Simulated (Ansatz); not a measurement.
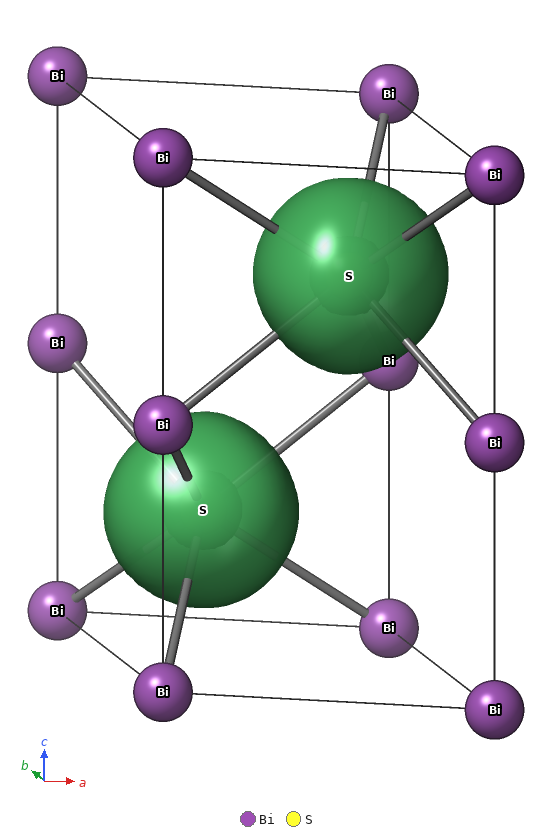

*BiS. Isosurface of the ELF at 0.65 (green), seen slightly off an axis. Only the valence region is drawn (cores and ρ < 0.01 e/Å³ removed). Sticks mark near contacts.*

Space group P6₃/mmc; started from the NiAs prototype, which need not be the ambient phase.

These are results of Ansatz 0.2.0, DFT r2SCAN, scalar-relativistic, plane waves, PAW, not measurements.

Question: Describe the localisation domains.

Answer: The surface consists of two regions wrapped around S (the valence shell of each), counted in one cell of 4 atoms. Regions shared between cells count once.

Values along the shortest contacts:
Bi–S (3.01 Å): the ELF peaks at about 0.85 in the valence shell of S, 0.8 Å from its nucleus, and drops to about 0.25 between the two atoms.

Question: Metal or insulator at this level of theory?

Answer: It is gapless in this calculation (a metal or semimetal).
